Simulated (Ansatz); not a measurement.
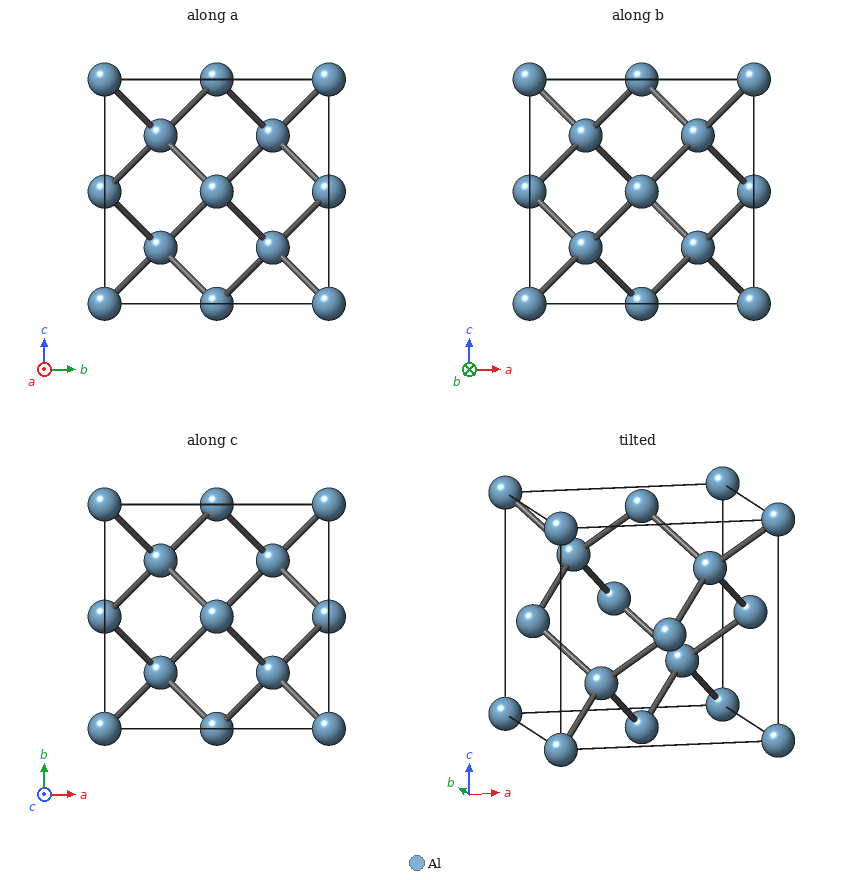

Crystal structure, ball-and-stick style, seen along the a axis, along the b axis, along the c axis and slightly off an axis. Lines trace the edges of the conventional unit cell.

Lattice parameters: a = 5.995 Å, b = 5.995 Å, c = 5.995 Å, α = 90.00°, β = 90.00°, γ = 90.00°.

From the views, write a table of Wyckoff sites.

Answer. Space group Fd-3m:1 (No. 227).
| atom | site | x | y | z |
| --- | --- | --- | --- | --- |
| Al | 8a | 0.2500 | 0.7500 | 0.7500 |

The model was built from a structure type filled with this element by a generator (whether the element takes this form wasn't checked). Earlier steps of the study may have refined or changed the cell and positions. It was run through Ansatz as a DFT input.
